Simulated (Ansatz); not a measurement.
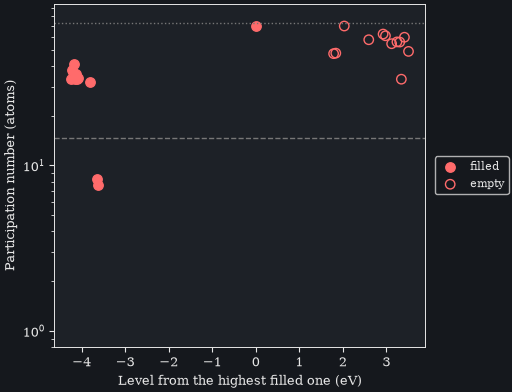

Levels near the gap of a 73-atom cell against the number of atoms over which each spreads (dotted: all atoms; dashed: a fifth of them). Host SnO₂.

Structure: Sn₂₄O₄₉ (defect cell), 73 atoms in the cell, cell charge −2 e.

Ansatz; DFT, HSE06, PAW, plane waves, one k point, (0.25, 0.25, 0.25), 420 eV cutoff, Fermi-Dirac smearing of 0.01 eV.

Which of these levels are localised (under the dashed line)?

Answer. 2 of the 24 levels shown spread over less than a fifth of the cell: −3.66 eV (filled, over about 8 atoms, mostly O) and −3.63 eV (filled, over about 8 atoms, mostly O).

How far apart are the highest filled and the lowest empty level?

Answer. The lowest empty level lies 1.79 eV above the highest filled one.

One k point in a finite cell, so levels carry errors of tenths of an eV.
